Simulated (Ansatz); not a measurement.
Consider Ti3Si.

```cif
data_structure
_symmetry_space_group_name_H-M 'P 1'
_symmetry_Int_Tables_number 1
_cell_length_a 5.6286
_cell_length_b 5.6286
_cell_length_c 4.5039
_cell_angle_alpha 90.000
_cell_angle_beta 90.000
_cell_angle_gamma 120.000
_cell_volume 123.57
loop_
_atom_site_label
_atom_site_type_symbol
_atom_site_fract_x
_atom_site_fract_y
_atom_site_fract_z
_atom_site_occupancy
Ti1 Ti 0.34370 0.17185 0.71670 1
Ti2 Ti 0.82815 0.17185 0.71670 1
Ti3 Ti 0.82815 0.65630 0.71670 1
Ti4 Ti 0.65630 0.82815 0.21670 1
Ti5 Ti 0.17185 0.82815 0.21670 1
Ti6 Ti 0.17185 0.34370 0.21670 1
Si1 Si 0.33333 0.66667 0.75000 1
Si2 Si 0.66667 0.33333 0.25000 1
```

Space group P6₃mc; a structure from a database of computed crystals, not necessarily the ambient phase; changed on purpose from its base cell (all Ti atoms moved -0.150 Å, as atom 1 along Cartesian [0 0 1]); not relaxed (largest force 1.3 eV/Å); computed without spin polarisation.

Method: DFT r2SCAN, scalar-relativistic, plane waves, PAW in Ansatz.

Question: What can the converged valence pseudo-density and electron localisation function tell about the bonding?

Answer: Ti–Si (2.82 Å): ρ at the midpoint is about 0.24 e/Å³; the ELF peaks at about 0.70 in the valence shell of Si, 1.0 Å from its nucleus, and is about 0.40 at the midpoint.

Question: Metal or insulator at this level of theory?

Answer: It is gapless in this calculation (a metal or semimetal).

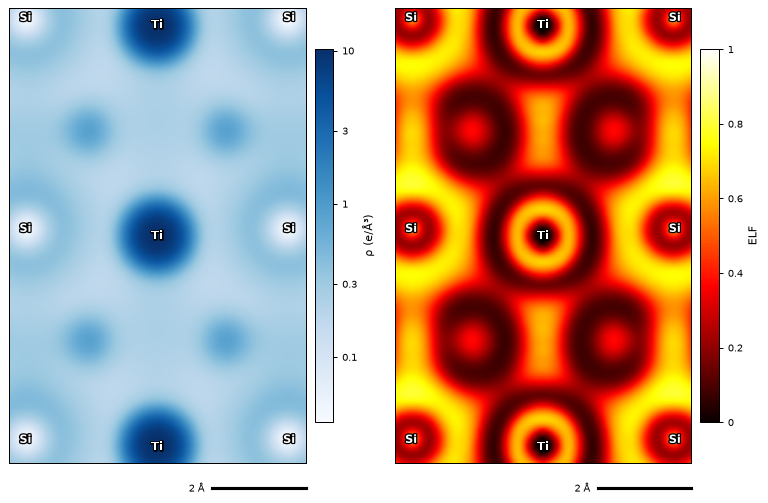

Computed valence pseudo-density and electron localisation function on the (010) plane of the conventional cell, in this order. Atoms just off the plane (Ti, 0.8 Å away) can leave unmarked features too.

The density is the valence pseudo-density of a PAW calculation; it isn't the true density close to the nuclei.
